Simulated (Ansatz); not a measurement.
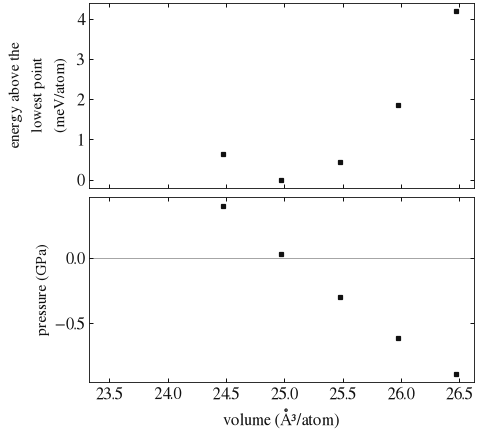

Plotted: energy above the lowest point and pressure against volume for Eu, space group Fm-3m (No. 225) (one of a set of cubic test structures, which need not be the stable phase).

Calculation (Ansatz 0.2.0 development build): equation of state of a cubic crystal from periodic Kohn-Sham density functional theory without spin, third-order Birch-Murnaghan fit to the free energies; pressure corrected for the finite basis. Level: PBE.

| setting | value |
| --- | --- |
| structure type | fcc |
| atoms in cell | 1 |
| space group number | 225 |
| lattice centring | face-centred primitive |
| k mesh | 20×20×20 |
| occupation method | Fermi–Dirac |
| occupation width | 0.06123 eV |
| wave cutoff | 700 eV |
| datasets | hard PAW |
| density tolerance | 1e−09 eV |
| bands | 21 |
| density cutoff ratio | 4 |
| search for lower states | default |

The points at volume 23.48 Å³/atom and 23.98 Å³/atom are left out of the plot. What values does the calculation give there?

```json
{"volume (Å³/atom)": "23.48", "energy above the lowest point (meV/atom)": "5.669", "pressure (GPa)": "1.242"}
{"volume (Å³/atom)": "23.98", "energy above the lowest point (meV/atom)": "2.503", "pressure (GPa)": "0.800"}
```

Keep in mind: cubic model structure, not the ambient form; modest k-mesh, values are not fully converged in k; open f shell treated without spin.
